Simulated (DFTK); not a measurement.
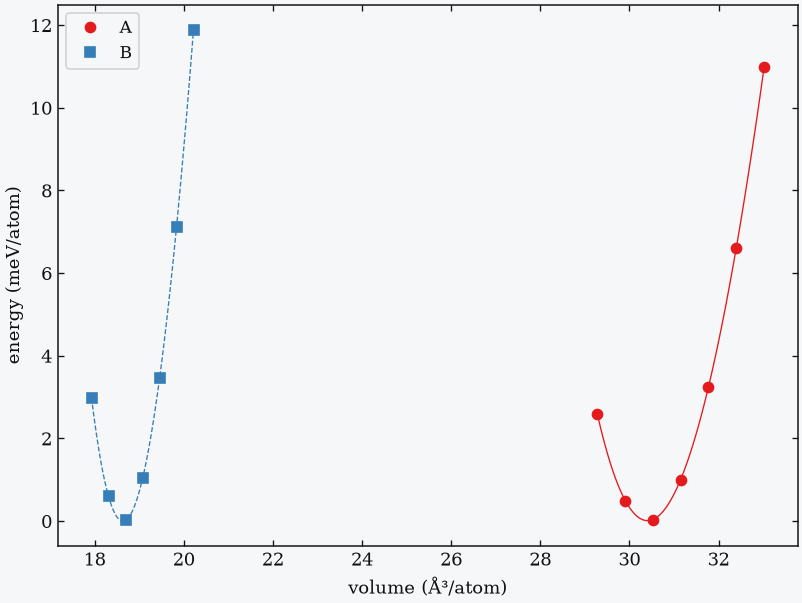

The figure compares two calculations of the energy against volume, each curve from its own zero. The first is for KF, space group Fm-3m (No. 225).

The cell holds 2 atoms.

Computed with DFTK 0.8.2: plane-wave DFT, no spin polarisation; energies at scaled volumes of the given cell, shape and fractions fixed, counted from the fit's minimum, third-order Birch-Murnaghan fit. Level: PBEsol.

```tsv
setting	value
k mesh	9×9×9
occupations	Fermi–Dirac
smearing width	0.05 eV
potentials	dojo.nc.sr.pbesol.v0_4_1.standard
wave cutoff	1143 eV
```

In the second, F is replaced by Cl on all its sites, which gives KCl in the same structure. The second calculation uses wave cutoff 1006.8213 eV and k mesh 7×7×7.

> Which of A and B is the second calculation, and what did the change do?

A. The equilibrium volume rises from 18.63 to 30.41 Å³/atom (+63 %) and the bulk modulus falls from 33.3 to 18.4 GPa (−45 %).

V0 and the bulk modulus come from third-order Birch–Murnaghan fits.
